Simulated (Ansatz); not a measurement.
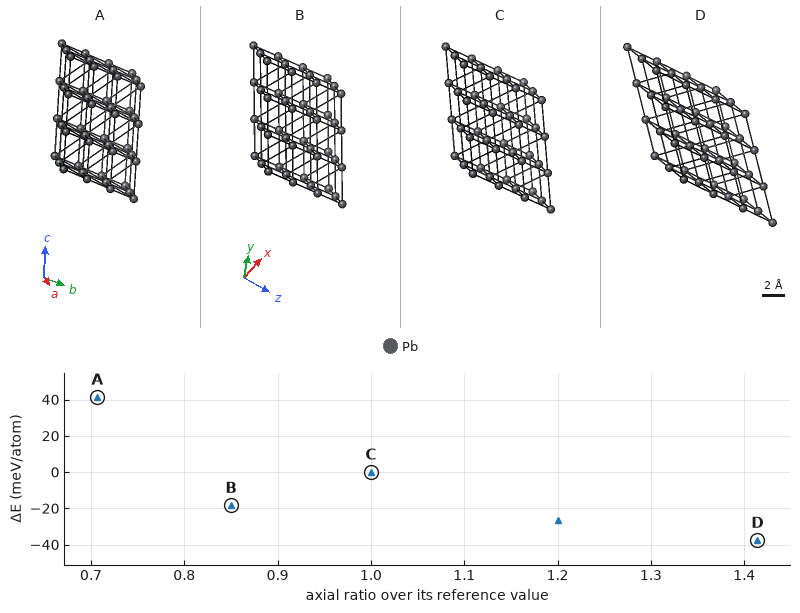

Crystalline Pb (Im-3m): the ratio of the cell's length along z to its lengths across, counted as 1 for the reference, is changed at fixed volume (a tetragonal or Bain path), with the atoms kept at their fractional coordinates. x, y and z are the Cartesian axes of the input. The lettered frames are marked on the plot. A ball-and-stick model of the cell of the calculation, repeated 2 × 3 × 3 with one cell outlined, seen slightly off an axis.

Method: DFT r2SCAN, scalar-relativistic, plane waves, PAW in Ansatz. Set-up: plane-wave cutoff 500 eV; k-point mesh 18 × 18 × 18; occupations gaussian; smearing width 0.15 eV; no spin polarisation. Energies (free energies at the smearing named) are counted from the cell as listed in its source, which wasn't relaxed.

**What does the scan show?**

Of the computed points the lowest is at the relative ratio 1.414, −37.6 meV/atom. Further local minima among the points: 0.85 (−18.3 meV/atom). A local maximum lies at 1.00 (0.0 meV/atom). The energy is still falling at the end of the range, so the minimum along this coordinate lies there or beyond. The distortion takes the space group from Im-3m to I4/mmm. At the relative ratio 1.414 the cell of the drawing goes a 3.429 → 3.527 Å, b 3.429 → 3.527 Å, c 3.429 → 3.527 Å, α 109.5° → 120.0°, β 109.5° → 120.0°, γ 109.5° → 90.0°.
